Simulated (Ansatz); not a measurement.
Cu

```
CELL_PARAMETERS angstrom
1.85858 -1.86507 0.00020
1.87665 1.88314 -0.00244
-0.00224 -0.00264 3.74275
ATOMIC_POSITIONS crystal
Cu 0.00000 0.00000 0.00000
Cu 0.50000 0.50000 0.50000
```

Space group Immm; changed on purpose from its base cell (all atoms moved at random, cell strained at random); computed pressure about −16 GPa in this cell; computed without spin polarisation.

The calculation used DFT r2SCAN, scalar-relativistic, plane waves, PAW (Ansatz 0.2.0).

Question: What will maps of the valence pseudo-density and electron localisation function show?

Answer: Cu–Cu (2.66 Å): ρ is about 0.24 e/Å³ halfway; the ELF is about 0.20 at the midpoint (no localised pair shows between them).

Question: Does the calculation make it a metal, or give it a gap?

Answer: It is gapless in this calculation (a metal or semimetal).

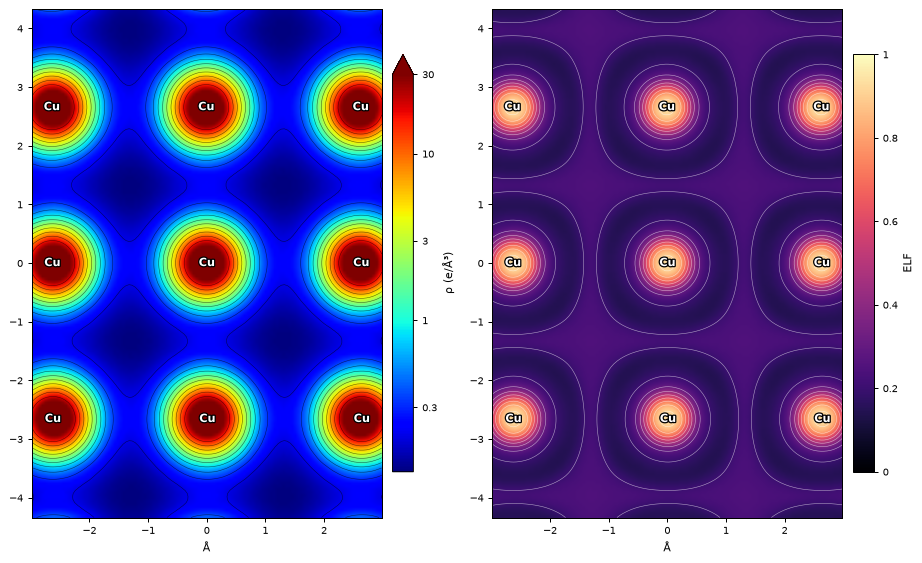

Computed valence pseudo-density and electron localisation function on the (001) plane of the conventional cell, in this order. 

Core electrons are frozen (PAW), and the valence fields are smoothed inside the atomic spheres.
